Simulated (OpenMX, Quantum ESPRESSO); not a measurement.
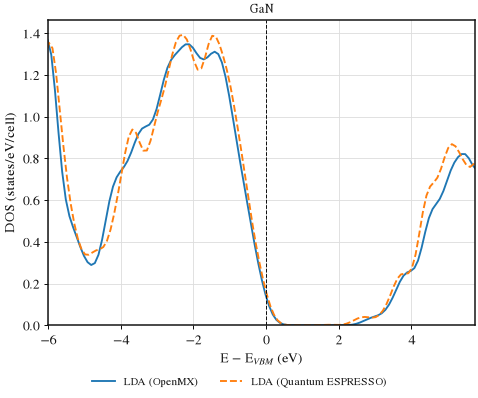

Total densities of states of zincblende GaN, space group F-43m (No. 216), 2 atoms in the primitive cell (cubic a = 4.507 Å), by two programs with one functional on the same cell. The DOS curves are built from the levels of the k mesh with Gaussians 0.55 eV wide, which also blur the band edges; ripples of that width can come from the mesh. Each is counted from its own valence-band top.

What changes from one program to the other?

LDA (OpenMX) gives a gap of 2.29 eV and LDA (Quantum ESPRESSO) gives a gap of 1.74 eV. No single filled peak stands out in both curves.

Settings. LDA (OpenMX): OpenMX 2013 LDA set, Ga7.0-s3p2d2, N6.0-s2p2d1, grid cutoff 500 Ry, no spin polarisation, no spin-orbit coupling, 11×11×11 k mesh, Fermi-Dirac smearing of 0.05 eV (OpenMX). LDA (Quantum ESPRESSO): GBRV 1.5 LDA, no spin polarisation, no spin-orbit coupling, 10×10×10 k mesh, 612 eV cutoff, Fermi-Dirac smearing of 0.05 eV (Quantum ESPRESSO).

Gaps are the smallest over all k points computed. The cell is at −6 GPa in LDA (Quantum ESPRESSO) and −4 GPa in LDA (OpenMX). LDA, GGA and most meta-GGA functionals understate gaps. The usual form of GaN is wurtzite. LDA (OpenMX): the basis of atomic orbitals isn't converged, which shifts gaps and empty levels.
